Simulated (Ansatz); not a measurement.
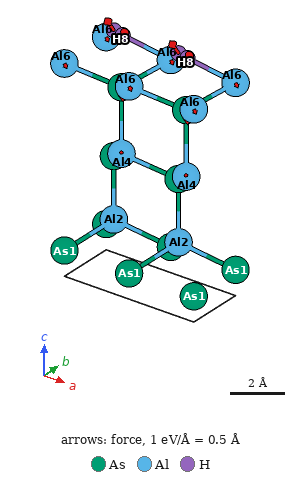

Starting geometry of a slab of composition Al3As3H2 (cut from the F-43m phase) with the computed forces as red arrows. Style: ball-and-stick. Shown: the 2 × 1 repeat of the cell, outlined in the plane, without the vacuum, slightly off an axis.

Case: H2 put at a hollow As-As-As site. The slab is the (1 1 1) face of AlAs with H2 on it. 3 atoms are held fixed.

Theory: Ansatz, DFT PBEsol, scalar-relativistic, plane waves, PAW.

The input:
```yaml
crystal:
  lattice:
    - [4.0125456551, 0.0, 0.0]
    - [-2.0062728276, 3.4749664712, 0.0]
    - [0.0, 0.0, 26.3715170685]
  atoms:
    - { symbol: As, position: [0.0, 0.0, 0.3223174449] }
    - { symbol: Al, position: [0.3333333333, 0.6666666667, 0.3533758573] }
    - { symbol: As, position: [0.3333333333, 0.6666666667, 0.4465510944] }
    - { symbol: Al, position: [0.6666666667, 0.3333333333, 0.4744244176] }
    - { symbol: As, position: [0.6666666667, 0.3333333333, 0.5721729255] }
    - { symbol: Al, position: [0.0, 0.0, 0.5976709973] }
    - { symbol: H, position: [0.3333333333, 0.6666666667, 0.6317987268] }
    - { symbol: H, position: [0.4968770153, 0.6264678055, 0.6317987268] }
basis:
  ecutwfc: 420
kpoints:
  mp_grid: { grid: [9, 9, 1] }
hamiltonian:
  xc: pbesol
scf:
  occupations: { method: gaussian, width: 0.05 }
output:
  forces: true
  eigenvalues: true
  write_density: true
  write_potential: true
  elf: true
  volumetric_format: npy
relax:
  adjacent_minimum: "off"
  f_tol: 0.03
  max_steps: 70
  constraints: [{ sites: [0, 1, 2] }]
efield:
  axis: 3
  dipole_correction: true
  ramp_width: 0.04
```

Launched with:
```bash
ansatz run input.yaml --threads 4 --pin off --max-ram 10240MiB --backend cpu --events-out ev --progress --plain --runs-dir out
```

Is this structure relaxed? If not, where do the atoms go?

Answer. It isn't relaxed: the largest force vector, on H7, is 1.79 eV/Å. The final displacements follow the starting forces only in part (cosine between the two patterns 0.39). The energy falls by 0.673 eV per cell of the calculation in 10 accepted moves (11 points after the start). The largest force component goes from 1.6 to 0.016 eV/Å. 1 step only repeated the SCF at the same geometry. The atom that moves furthest is H8 (1.42 Å at 30° to the normal (+c side)). Largest moves by element: H 1.42 Å, Al 0.03 Å, As 0.02 Å. The cell doesn't change. Among the contacts that change: Al6–H8 2.026 → 2.726 Å, Al4–As5 2.578 → 2.547 Å, H7–H8 0.750 → 0.777 Å, As5–Al6 2.412 → 2.418 Å. Cost: 2.8 min on 4 threads of Intel(R) Xeon(R) Platinum 8259CL CPU @ 2.50GHz (Skylake/Cascade Lake), on a shared host, peak memory 1 GiB.

Limits of the set-up: the periodic images lie only 4.0 Å apart, so the values are limited by the cell's size.
